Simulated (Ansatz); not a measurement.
```yaml
crystal:
  lattice:
    - [2.84106, 0.00000, 0.00000]
    - [-1.42053, 2.46043, 0.00000]
    - [0.00000, 0.00000, 16.07081]
  atoms:
    - { symbol: Li, position: [0.00000, 0.00000, 0.00000] }
    - { symbol: Li, position: [0.66667, 0.33333, 0.33333] }
    - { symbol: Li, position: [0.33333, 0.66667, 0.66667] }
    - { symbol: Ta, position: [0.33333, 0.66667, 0.16667] }
    - { symbol: Ta, position: [0.00000, 0.00000, 0.50000] }
    - { symbol: Ta, position: [0.66667, 0.33333, 0.83333] }
    - { symbol: O, position: [0.00000, 0.00000, 0.25364] }
    - { symbol: O, position: [0.66667, 0.33333, 0.58697] }
    - { symbol: O, position: [0.33333, 0.66667, 0.92030] }
    - { symbol: O, position: [0.66667, 0.33333, 0.07970] }
    - { symbol: O, position: [0.33333, 0.66667, 0.41303] }
    - { symbol: O, position: [0.00000, 0.00000, 0.74636] }
```

Space group R-3m; started from the layered alpha-NaFeO2 prototype, which need not be the ambient phase; the program warned that a starting moment wasn't kept; spin-polarised, but the moments vanished.

Theory: DFT r2SCAN, scalar-relativistic, plane waves, PAW (Ansatz).

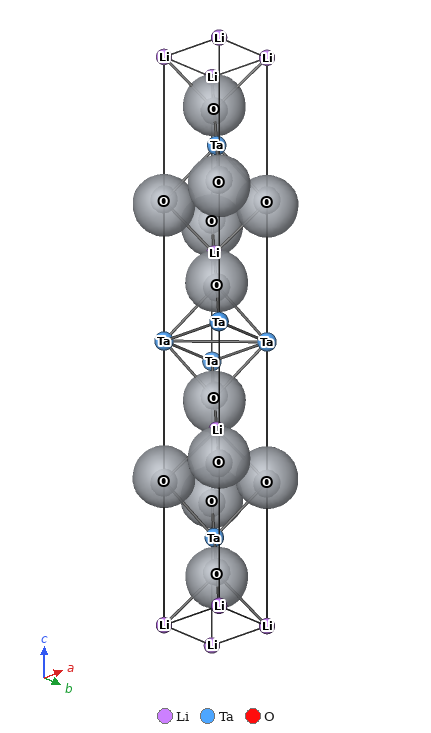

LiTaO₂. Isosurface of the ELF at 0.7 (grey), seen at an oblique angle. Only the valence region is drawn (cores and ρ < 0.01 e/Å³ removed). Sticks mark near contacts.

Core electrons are frozen (PAW), and the valence fields are smoothed inside the atomic spheres.

### Identify the bonds, lone pairs and shells in this picture.

The ELF exceeds this value in six regions wrapped around O (the valence shell of each), counted in one cell of 12 atoms. Any copies at cell faces, edges or corners count once.

Values along the shortest contacts:
Li–O (2.08 Å): the ELF peaks at about 0.85 in the valence shell of O, 0.6 Å from its nucleus, and is about 0.50 at the midpoint. Ta–O (2.15 Å): the ELF peaks at about 0.80 in the valence shell of O, 0.6 Å from its nucleus, and is about 0.15 at the midpoint; no shared electron pair shows on this line.
